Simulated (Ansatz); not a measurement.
Run report: Al63As, geometry relaxation (part 3 of 3)

Continued. System: Al63As (defect cell, 64 atoms in the cell). Method: DFT PBE, scalar-relativistic, plane waves, PAW, spin-polarised (Ansatz 0.2.0); cutoff 420 eV, 2×2×2 k-mesh, Gaussian smearing of 0.05 eV, collinear spins. The structure derives from a Materials Project entry.

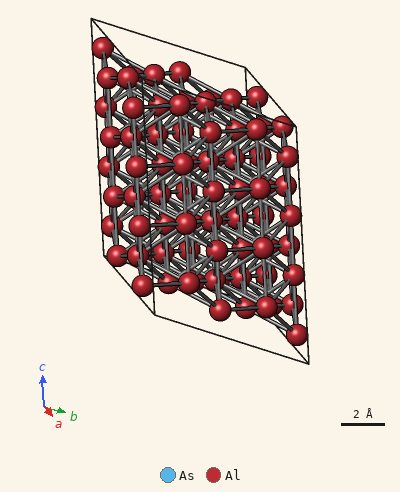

Figure 1. The geometry at step 2 of the log (ball-and-stick view of the cell of the calculation, seen slightly off an axis).

### Trajectory as extended XYZ (Å, eV, eV/Å), 3 frames, from step=1 to step=3
```
64
Lattice="-2.8125 -4.8713 9.7337 -2.8125 -4.8713 -9.7337 11.2498 0.0000 0.0000" Properties=species:S:1:pos:R:3:forces:R:3 step=1 energy=-38715.32426
As    2.8287   -1.6646   -1.2133   -0.1012   0.0981   0.0129
Al    7.0311   -4.0594   -6.0836   -0.0157   0.0060  -0.0126
Al    7.0311   -4.0594   -1.2167   -0.0409  -0.0032   0.0043
Al    7.0311   -4.0594    3.6501   -0.0239   0.0100   0.0129
Al    2.8125   -6.4951    3.6501    0.0243   0.0318   0.0176
Al    5.6235   -1.6177   -1.1885    0.1884  -0.0380  -0.0846
Al    1.4062   -4.0594    3.6501   -0.0135  -0.0390   0.0619
Al    0.0000   -6.4951   -6.0836   -0.0101   0.0245  -0.0351
Al    0.0000   -6.4951   -1.2167   -0.0198   0.0104   0.0022
Al    0.0000   -6.4951    3.6501    0.0133   0.0344  -0.0615
Al   -4.1992   -8.9081   -1.1986   -0.1057  -0.0487  -0.1217
Al   -1.4062   -4.0594   -6.0836    0.0302   0.0152  -0.0289
Al   -1.4062   -4.0594   -1.2167   -0.0864  -0.0072  -0.0007
Al   -1.4062   -4.0594    3.6501    0.0270   0.0485  -0.0308
Al    5.6249   -6.4951   -1.2167   -0.0372   0.0298   0.0038
Al    5.6249   -6.4951    3.6501   -0.0099   0.0116  -0.0019
Al    8.4374   -1.6238   -1.2167   -0.0099   0.0220   0.0066
Al    4.1794   -4.0485   -1.2605    0.1769  -0.2062   0.1362
Al    4.2187   -4.0594    3.6501    0.0051  -0.0472   0.0357
Al    4.2187   -8.9307   -1.2167    0.0136  -0.0181  -0.0033
Al    2.8125   -6.4951   -6.0836    0.0256   0.0222   0.0205
Al    2.8125   -6.4951   -1.2167    0.0534   0.0064   0.0026
Al   -1.3742   -8.9492   -1.2064   -0.0882   0.1178  -0.0180
Al    1.4062   -4.0594   -6.0836    0.0120  -0.0337  -0.0245
Al    1.3806   -4.0557   -1.2126    0.0725  -0.1650  -0.0301
Al   -2.8124   -6.4951   -6.0836   -0.0091  -0.0209  -0.0313
Al   -2.8124   -6.4951   -1.2167   -0.0080  -0.0060  -0.0056
Al   -2.8124   -6.4951    3.6501   -0.0468  -0.0465  -0.0543
Al   -0.0042   -1.6665   -1.2346   -0.0759   0.2528   0.0205
Al    5.6249   -6.4951   -6.0836   -0.0030   0.0067  -0.0012
Al    1.4062   -8.9307   -1.2167    0.1033  -0.0528  -0.0025
Al    4.2187   -4.0594   -6.0836    0.0056  -0.0474  -0.0148
Al    1.3709   -0.7651    1.1881    0.1431  -0.2185   0.1687
Al    5.6249   -3.2475   -3.6501    0.0458   0.0324  -0.0107
Al    5.6249   -3.2475    1.2167   -0.0234  -0.1052  -0.0129
Al    5.6249   -3.2475    6.0836    0.0417  -0.0184   0.0015
Al    1.3673   -5.7044    6.0913    0.1628   0.2778  -0.1126
Al    4.2296   -0.8714    1.2277   -0.1438   0.2907   0.1197
Al    0.0000   -3.2475    6.0836   -0.0096  -0.1019   0.0223
Al   -1.4062   -5.6832   -3.6501   -0.0052  -0.0066   0.0186
Al   -1.4062   -5.6832    1.2167    0.0058  -0.0021   0.0028
Al   -1.4710   -5.6752    6.0257    0.2070   0.0534   0.0772
Al    5.6249   -8.1189    1.2167   -0.0765   0.1175   0.0187
Al    8.4374   -3.2475   -3.6501    0.0028   0.0127   0.0072
Al    8.4374   -3.2475    1.2167    0.0026   0.0213  -0.0069
Al    8.4374   -3.2475    6.0836   -0.0380   0.0749   0.0137
Al    4.2187   -5.6832    1.2167    0.0355   0.0247  -0.0307
Al    4.2187   -5.6832    6.0836   -0.0383  -0.0354   0.0001
Al    7.0311   -0.8119    1.2167    0.0750  -0.0166   0.0262
Al    2.7802   -3.2649    1.2682    0.0461   0.0514  -0.0144
Al    2.8125   -3.2475    6.0836   -0.0511  -0.0413  -0.0313
Al    2.8125   -8.1189    1.2167    0.0309  -0.0195  -0.0054
Al    1.4062   -5.6832   -3.6501    0.0179   0.1064  -0.0200
Al    1.4062   -5.6832    1.2167   -0.0334  -0.0199   0.0138
Al   -2.8125   -8.1189    1.2167    0.0758  -0.0918   0.0248
Al    0.0000   -3.2475   -3.6501    0.0685  -0.0261  -0.0383
Al    0.0000   -3.2475    1.2167   -0.0040   0.0633   0.0276
Al    7.0311   -5.6832   -3.6501   -0.0105  -0.0089   0.0116
Al    7.0311   -5.6832    1.2167   -0.0226  -0.0070  -0.0105
Al    7.0311   -5.6832    6.0836   -0.1386   0.0041  -0.0031
Al    9.8436   -0.8119    1.2167   -0.0772  -0.0158  -0.0003
Al    4.2187   -5.6832   -3.6501    0.0120   0.0111  -0.0232
Al    0.0000   -8.1189    1.2167   -0.0616  -0.0371   0.0440
Al    2.8457   -3.1874   -3.6927   -0.2853  -0.3380  -0.0524
64
Lattice="-2.8125 -4.8713 9.7337 -2.8125 -4.8713 -9.7337 11.2498 0.0000 0.0000" Properties=species:S:1:pos:R:3:forces:R:3 step=2 energy=-38715.41308
As    2.8265   -1.6583   -1.2151    0.0002   0.0066  -0.0023
Al    7.0293   -4.0590   -6.0854    0.0015   0.0043   0.0050
Al    7.0282   -4.0623   -1.2153    0.0021   0.0091  -0.0049
Al    7.0265   -4.0576    3.6516    0.0047  -0.0005  -0.0051
Al    2.8183   -6.4921    3.6476    0.0000  -0.0344  -0.0146
Al    5.6533   -1.6161   -1.2049   -0.0346  -0.0199  -0.0202
Al    1.4058   -4.0641    3.6589   -0.0034   0.0128  -0.0060
Al   -0.0008   -6.4934   -6.0829    0.0076  -0.0227   0.0324
Al   -0.0031   -6.4946   -1.2178    0.0051  -0.0099  -0.0011
Al    0.0018   -6.4937    3.6332   -0.0008  -0.0148   0.0096
Al   -4.2283   -8.9208   -1.2189   -0.0066  -0.0029   0.0074
Al   -1.4023   -4.0579   -6.0875   -0.0266   0.0096   0.0201
Al   -1.4172   -4.0526   -1.2172    0.0262   0.0156   0.0031
Al   -1.4039   -4.0525    3.6413   -0.0230  -0.0093   0.0043
Al    5.6206   -6.4982   -1.2153    0.0183  -0.0142  -0.0044
Al    5.6228   -6.4941    3.6486    0.0029  -0.0037  -0.0010
Al    8.4386   -1.6192   -1.2150    0.0118  -0.0150  -0.0029
Al    4.2194   -4.0836   -1.2241    0.0171   0.0218   0.0087
Al    4.2196   -4.0668    3.6622    0.0222   0.0153  -0.0094
Al    4.2163   -8.9298   -1.2169    0.0139   0.0000   0.0058
Al    2.8158   -6.4927   -6.0770    0.0110  -0.0361  -0.0059
Al    2.8246   -6.5006   -1.2162   -0.0216  -0.0025  -0.0078
Al   -1.3904   -8.9273   -1.2177   -0.0176  -0.0076   0.0054
Al    1.4077   -4.0648   -6.0917    0.0013   0.0225   0.0124
Al    1.3955   -4.0775   -1.2164    0.0081   0.0082  -0.0023
Al   -2.8151   -6.4995   -6.0830   -0.0061   0.0132   0.0199
Al   -2.8235   -6.4994   -1.2186   -0.0042  -0.0149   0.0138
Al   -2.8177   -6.5007    3.6377   -0.0053   0.0144   0.0068
Al   -0.0158   -1.6237   -1.2261   -0.0059   0.0060   0.0136
Al    5.6250   -6.4950   -6.0825   -0.0067   0.0011   0.0059
Al    1.4229   -8.9370   -1.2181   -0.0154   0.0171   0.0022
Al    4.2209   -4.0679   -6.0900    0.0272   0.0207  -0.0066
Al    1.3916   -0.8034    1.2391    0.0114  -0.0155   0.0100
Al    5.6218   -3.2429   -3.6548   -0.0273   0.0070   0.0040
Al    5.6149   -3.2481    1.2189   -0.0058   0.0277   0.0177
Al    5.6278   -3.2479    6.0840   -0.0266   0.0124   0.0044
Al    1.3923   -5.6784    6.0548    0.0176  -0.0014  -0.0107
Al    4.2126   -0.8103    1.2558    0.0189  -0.0107  -0.0118
Al   -0.0057   -3.2622    6.0864   -0.0082   0.0116   0.0021
Al   -1.4103   -5.6850   -3.6453   -0.0015   0.0069  -0.0162
Al   -1.4095   -5.6835    1.2125   -0.0158   0.0075  -0.0082
Al   -1.4333   -5.6675    6.0359    0.0481  -0.0434   0.0091
Al    5.6162   -8.1107    1.2226    0.0051   0.0019  -0.0064
Al    8.4373   -3.2462   -3.6497    0.0040  -0.0065  -0.0086
Al    8.4338   -3.2454    1.2151   -0.0038  -0.0181   0.0012
Al    8.4292   -3.2367    6.0831   -0.0084   0.0073  -0.0166
Al    4.2227   -5.6779    1.2144   -0.0116  -0.0176   0.0194
Al    4.2139   -5.6890    6.0802    0.0150   0.0035   0.0124
Al    7.0390   -0.8149    1.2252   -0.0248  -0.0086   0.0000
Al    2.7957   -3.2523    1.2709    0.0180   0.0043  -0.0222
Al    2.8065   -3.2489    6.0752    0.0196   0.0178   0.0077
Al    2.8157   -8.1202    1.2162   -0.0168   0.0141   0.0042
Al    1.4050   -5.6721   -3.6573   -0.0055  -0.0432   0.0032
Al    1.4025   -5.6832    1.2194    0.0060  -0.0021   0.0035
Al   -2.8109   -8.1366    1.2177   -0.0391   0.0188  -0.0348
Al    0.0080   -3.2429   -3.6568   -0.0166   0.0310   0.0047
Al    0.0016   -3.2376    1.2209    0.0032  -0.0024  -0.0271
Al    7.0288   -5.6846   -3.6471    0.0084   0.0048  -0.0107
Al    7.0266   -5.6862    1.2127    0.0212   0.0040   0.0050
Al    7.0165   -5.6803    6.0794   -0.0105  -0.0132  -0.0168
Al    9.8342   -0.8130    1.2226   -0.0030   0.0074  -0.0069
Al    4.2220   -5.6821   -3.6544    0.0039   0.0077   0.0008
Al   -0.0078   -8.1221    1.2236    0.0367   0.0022  -0.0106
Al    2.8071   -3.2412   -3.7050   -0.0152  -0.0050   0.0164
64
Lattice="-2.8125 -4.8713 9.7337 -2.8125 -4.8713 -9.7337 11.2498 0.0000 0.0000" Properties=species:S:1:pos:R:3:forces:R:3 step=3 energy=-38715.41308
As    2.8265   -1.6583   -1.2151    0.0002   0.0065  -0.0023
Al    7.0293   -4.0590   -6.0854    0.0015   0.0043   0.0050
Al    7.0282   -4.0623   -1.2153    0.0021   0.0091  -0.0049
Al    7.0265   -4.0576    3.6516    0.0047  -0.0005  -0.0051
Al    2.8183   -6.4921    3.6476   -0.0001  -0.0344  -0.0146
Al    5.6533   -1.6161   -1.2049   -0.0346  -0.0199  -0.0202
Al    1.4058   -4.0641    3.6589   -0.0034   0.0128  -0.0059
Al   -0.0008   -6.4934   -6.0829    0.0076  -0.0227   0.0323
Al   -0.0031   -6.4946   -1.2178    0.0051  -0.0099  -0.0011
Al    0.0018   -6.4937    3.6332   -0.0008  -0.0148   0.0096
Al   -4.2283   -8.9208   -1.2189   -0.0066  -0.0029   0.0073
Al   -1.4023   -4.0579   -6.0875   -0.0266   0.0096   0.0201
Al   -1.4172   -4.0526   -1.2172    0.0262   0.0156   0.0031
Al   -1.4039   -4.0525    3.6413   -0.0230  -0.0092   0.0043
Al    5.6206   -6.4982   -1.2153    0.0183  -0.0141  -0.0044
Al    5.6228   -6.4941    3.6486    0.0029  -0.0037  -0.0010
Al    8.4386   -1.6192   -1.2150    0.0118  -0.0149  -0.0029
Al    4.2194   -4.0836   -1.2241    0.0171   0.0217   0.0087
Al    4.2196   -4.0668    3.6622    0.0222   0.0153  -0.0094
Al    4.2163   -8.9298   -1.2169    0.0139   0.0000   0.0058
Al    2.8158   -6.4927   -6.0770    0.0110  -0.0361  -0.0059
Al    2.8246   -6.5006   -1.2162   -0.0216  -0.0025  -0.0078
Al   -1.3904   -8.9273   -1.2177   -0.0177  -0.0076   0.0054
Al    1.4077   -4.0648   -6.0917    0.0013   0.0225   0.0124
Al    1.3955   -4.0775   -1.2164    0.0081   0.0082  -0.0023
Al   -2.8151   -6.4995   -6.0830   -0.0061   0.0132   0.0199
Al   -2.8235   -6.4994   -1.2186   -0.0042  -0.0149   0.0138
Al   -2.8177   -6.5007    3.6377   -0.0053   0.0144   0.0068
Al   -0.0158   -1.6237   -1.2261   -0.0059   0.0061   0.0136
Al    5.6250   -6.4950   -6.0825   -0.0067   0.0011   0.0059
Al    1.4229   -8.9370   -1.2181   -0.0154   0.0171   0.0022
Al    4.2209   -4.0679   -6.0900    0.0273   0.0207  -0.0066
Al    1.3916   -0.8034    1.2391    0.0114  -0.0156   0.0101
Al    5.6218   -3.2429   -3.6548   -0.0273   0.0070   0.0040
Al    5.6149   -3.2481    1.2189   -0.0058   0.0276   0.0177
Al    5.6278   -3.2479    6.0840   -0.0266   0.0124   0.0044
Al    1.3923   -5.6784    6.0548    0.0176  -0.0013  -0.0108
Al    4.2126   -0.8103    1.2558    0.0188  -0.0107  -0.0118
Al   -0.0057   -3.2622    6.0864   -0.0082   0.0116   0.0021
Al   -1.4103   -5.6850   -3.6453   -0.0015   0.0069  -0.0162
Al   -1.4095   -5.6835    1.2125   -0.0158   0.0075  -0.0082
Al   -1.4333   -5.6675    6.0359    0.0481  -0.0434   0.0092
Al    5.6162   -8.1107    1.2226    0.0050   0.0020  -0.0064
Al    8.4373   -3.2462   -3.6497    0.0039  -0.0065  -0.0086
Al    8.4338   -3.2454    1.2151   -0.0038  -0.0181   0.0012
Al    8.4292   -3.2367    6.0831   -0.0084   0.0073  -0.0166
Al    4.2227   -5.6779    1.2144   -0.0116  -0.0176   0.0194
Al    4.2139   -5.6890    6.0802    0.0150   0.0035   0.0124
Al    7.0390   -0.8149    1.2252   -0.0248  -0.0086   0.0000
Al    2.7957   -3.2523    1.2709    0.0180   0.0043  -0.0222
Al    2.8065   -3.2489    6.0752    0.0196   0.0177   0.0076
Al    2.8157   -8.1202    1.2162   -0.0168   0.0141   0.0042
Al    1.4050   -5.6721   -3.6573   -0.0055  -0.0432   0.0032
Al    1.4025   -5.6832    1.2194    0.0060  -0.0021   0.0035
Al   -2.8109   -8.1366    1.2177   -0.0391   0.0188  -0.0348
Al    0.0080   -3.2429   -3.6568   -0.0165   0.0310   0.0047
Al    0.0016   -3.2376    1.2209    0.0032  -0.0024  -0.0271
Al    7.0288   -5.6846   -3.6471    0.0084   0.0048  -0.0107
Al    7.0266   -5.6862    1.2127    0.0212   0.0040   0.0050
Al    7.0165   -5.6803    6.0794   -0.0105  -0.0132  -0.0168
Al    9.8342   -0.8130    1.2226   -0.0030   0.0074  -0.0069
Al    4.2220   -5.6821   -3.6544    0.0039   0.0076   0.0008
Al   -0.0078   -8.1221    1.2236    0.0367   0.0022  -0.0106
Al    2.8071   -3.2412   -3.7050   -0.0153  -0.0051   0.0164
```

The run was set up as follows.

### Input
```yaml
crystal:
  lattice:
    - [-2.812455, -4.871316, 9.7337]
    - [-2.812455, -4.871316, -9.7337]
    - [11.249821, 0.0, 0.0]
  atoms:
    - { symbol: As, position: [0.1085301468, 0.2331835573, 0.3368683985], spin: 0.5 }
    - { symbol: Al, position: [0.104167, 0.729167, 0.833334] }
    - { symbol: Al, position: [0.354167, 0.479167, 0.833334] }
    - { symbol: Al, position: [0.604167, 0.229167, 0.833334] }
    - { symbol: Al, position: [0.854167, 0.479167, 0.583334] }
    - { symbol: Al, position: [0.104991326, 0.2270930871, 0.5828922645], spin: 0.5 }
    - { symbol: Al, position: [0.604167, 0.229167, 0.333334] }
    - { symbol: Al, position: [0.354167, 0.979167, 0.333334] }
    - { symbol: Al, position: [0.604167, 0.729167, 0.333334] }
    - { symbol: Al, position: [0.854167, 0.479167, 0.333334] }
    - { symbol: Al, position: [0.8527656265, 0.9759092901, 0.0839004593], spin: 0.5 }
    - { symbol: Al, position: [0.104167, 0.729167, 0.083334] }
    - { symbol: Al, position: [0.354167, 0.479167, 0.083334] }
    - { symbol: Al, position: [0.604167, 0.229167, 0.083334] }
    - { symbol: Al, position: [0.604167, 0.729167, 0.833334] }
    - { symbol: Al, position: [0.854167, 0.479167, 0.833334] }
    - { symbol: Al, position: [0.104167, 0.229167, 0.833334] }
    - { symbol: Al, position: [0.3507961561, 0.4802980294, 0.5792824839], spin: 0.5 }
    - { symbol: Al, position: [0.604167, 0.229167, 0.583334] }
    - { symbol: Al, position: [0.854167, 0.979167, 0.833334] }
    - { symbol: Al, position: [0.354167, 0.979167, 0.583334] }
    - { symbol: Al, position: [0.604167, 0.729167, 0.583334] }
    - { symbol: Al, position: [0.8565936151, 0.9805342189, 0.337129402], spin: 0.5 }
    - { symbol: Al, position: [0.104167, 0.729167, 0.333334] }
    - { symbol: Al, position: [0.3539976708, 0.4785709285, 0.3308629857], spin: 0.5 }
    - { symbol: Al, position: [0.354167, 0.979167, 0.083334] }
    - { symbol: Al, position: [0.604167, 0.729167, 0.083334] }
    - { symbol: Al, position: [0.854167, 0.479167, 0.083334] }
    - { symbol: Al, position: [0.1076314057, 0.2344720304, 0.0851530768], spin: 0.5 }
    - { symbol: Al, position: [0.354167, 0.979167, 0.833334] }
    - { symbol: Al, position: [0.854167, 0.979167, 0.583334] }
    - { symbol: Al, position: [0.104167, 0.729167, 0.583334] }
    - { symbol: Al, position: [0.139561251, 0.0175004245, 0.1611282444] }
    - { symbol: Al, position: [0.145833, 0.520833, 0.666666] }
    - { symbol: Al, position: [0.395833, 0.270833, 0.666666] }
    - { symbol: Al, position: [0.645833, 0.020833, 0.666666] }
    - { symbol: Al, position: [0.8984040134, 0.2726090646, 0.4142953318] }
    - { symbol: Al, position: [0.1525094323, 0.0263829059, 0.4206941087] }
    - { symbol: Al, position: [0.645833, 0.020833, 0.166666] }
    - { symbol: Al, position: [0.395833, 0.770833, 0.166666] }
    - { symbol: Al, position: [0.645833, 0.520833, 0.166666] }
    - { symbol: Al, position: [0.8920377608, 0.2729858294, 0.160494056] }
    - { symbol: Al, position: [0.895833, 0.770833, 0.916666] }
    - { symbol: Al, position: [0.145833, 0.520833, 0.916666] }
    - { symbol: Al, position: [0.395833, 0.270833, 0.916666] }
    - { symbol: Al, position: [0.645833, 0.020833, 0.916666] }
    - { symbol: Al, position: [0.645833, 0.520833, 0.666666] }
    - { symbol: Al, position: [0.895833, 0.270833, 0.666666] }
    - { symbol: Al, position: [0.145833, 0.020833, 0.666666] }
    - { symbol: Al, position: [0.4002520152, 0.26996734, 0.4146867926] }
    - { symbol: Al, position: [0.645833, 0.020833, 0.416666] }
    - { symbol: Al, position: [0.895833, 0.770833, 0.666666] }
    - { symbol: Al, position: [0.395833, 0.770833, 0.416666] }
    - { symbol: Al, position: [0.645833, 0.520833, 0.416666] }
    - { symbol: Al, position: [0.895833, 0.770833, 0.166666] }
    - { symbol: Al, position: [0.145833, 0.520833, 0.166666] }
    - { symbol: Al, position: [0.395833, 0.270833, 0.166666] }
    - { symbol: Al, position: [0.395833, 0.770833, 0.916666] }
    - { symbol: Al, position: [0.645833, 0.520833, 0.916666] }
    - { symbol: Al, position: [0.895833, 0.270833, 0.916666] }
    - { symbol: Al, position: [0.145833, 0.020833, 0.916666] }
    - { symbol: Al, position: [0.395833, 0.770833, 0.666666] }
    - { symbol: Al, position: [0.895833, 0.770833, 0.416666] }
    - { symbol: Al, position: [0.1374711711, 0.5168408909, 0.4165340927] }
magnetization:
  spin_polarized: true
basis:
  ecutwfc: 420
  fft_grid_basis: typed
kpoints:
  mp_grid: { grid: [2, 2, 2] }
hamiltonian:
  xc: pbe
  pseudopotentials: { kind: paw }
scf:
  occupations: { method: gaussian, width: 0.05 }
output:
  forces: true
  stress: false
  eigenvalues: false
  bader: false
  write_density: false
  volumetric_format: npy
  populations: true
relax:
  adjacent_minimum: "off"
  max_steps: 30
  f_tol: 0.05
```

Command:
```bash
ansatz run input.yaml --threads 4 --pin off --max-ram 10240MiB --backend cpu --events-out ev --progress --plain --runs-dir out
```

### Results in brief

```csv
quantity,value
outcome,converged
electrons treated,204
free energy,−38715.4131 eV
Fermi energy,7.858 eV
net moment of the cell,0.00 μB
integrated absolute moment,0.00 μB
final volume,1066.84 Å³
largest force (length of the vector) at the end,0.065 eV/Å
hardware,"4 threads of Arm Neoverse V2, 24 GiB of memory available, shared host"
wall time,2.2 min (CPU time 8.7 min)
peak memory,5.4 GiB
```

### Remarks

Warnings of the run: some starting moments were not kept.
